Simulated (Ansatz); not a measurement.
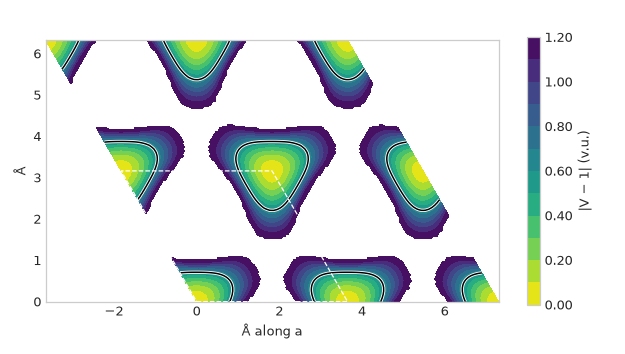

Bond-valence mismatch |V − 1| for Li+ in SnS2 in space group P-3m1 on the section z = 0.467 (parallel to a and b; the dashed line is one cell); the black line is the 0.6 v.u. contour, and values above the scale's top are cut off.

At each point the valence sum V of a Li+ ion is computed from the anions within 5 Å (s = exp((R0 − d)/b), R0 fitted to published crystal structures with b = 0.37 Å; R0: Li+–S 1.950 Å). Points too close to the other cations are excluded (2.0 Å from Sn). Li+ is a guest here, not part of the formula. This is an empirical screen for pathways, not an energy calculation.

Source of the atomic positions: the geometry relaxed with DFT PBEsol, scalar-relativistic, plane waves, PAW (Ansatz).

```cif
data_structure
_symmetry_space_group_name_H-M 'P 1'
_symmetry_Int_Tables_number 1
_cell_length_a 3.6510
_cell_length_b 3.6510
_cell_length_c 6.0616
_cell_angle_alpha 90.000
_cell_angle_beta 90.000
_cell_angle_gamma 120.000
_cell_volume 69.98
loop_
_atom_site_label
_atom_site_type_symbol
_atom_site_fract_x
_atom_site_fract_y
_atom_site_fract_z
_atom_site_occupancy
Sn1 Sn 0.00000 0.00000 0.00000 1
S1 S 0.33333 0.66667 0.24316 1
S2 S 0.66667 0.33333 0.75684 1
```

Q: In the whole crystal, how are the regions below 0.6 v.u. connected?

A: No path at this level: the regions are isolated pockets that do not connect across cells.

Q: At which mismatch do paths open?

A: No path opens below 0.7 v.u. These are grid estimates, good to about 0.1 v.u.
